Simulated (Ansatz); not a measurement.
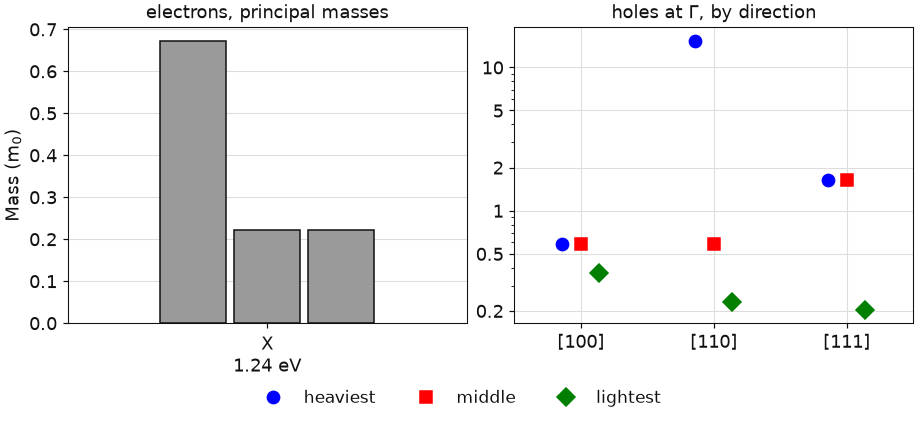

Effective masses at the band extrema of zincblende SiC, space group F-43m (No. 216), 2 atoms in the primitive cell (cubic a = 4.358 Å), in units of the free-electron mass, from finite differences of the levels. Left, the three principal masses of each conduction valley, with its energy above the valence top; right, the masses of the bands that meet at the valence top.

Computed with Ansatz: PBEsol, all-electron LAPW, no spin polarisation, no spin-orbit coupling, 10×10×10 k mesh, fixed occupations.

Question: What are the masses of the lowest valley?

Answer: It lies at X, 1.24 eV above the valence top, with one mass of 0.671 and two of 0.223. Its 3 equivalent valleys give a density-of-states mass N^(2/3) (m1 m2 m3)^(1/3) = 0.669, and averaged over them a conductivity mass 3/(1/m1 + 1/m2 + 1/m3) = 0.287.

Question: How do the hole masses depend on direction?

Answer: Along [100] 0.586, 0.586 and 0.368; along [110] 15.3, 0.586 and 0.229; along [111] 1.63, 1.63 and 0.204.

LDA, GGA and most meta-GGA functionals understate gaps. Without spin-orbit coupling the bands that meet at the top aren't the heavy and light holes of experiment. An understated gap makes light masses too light.
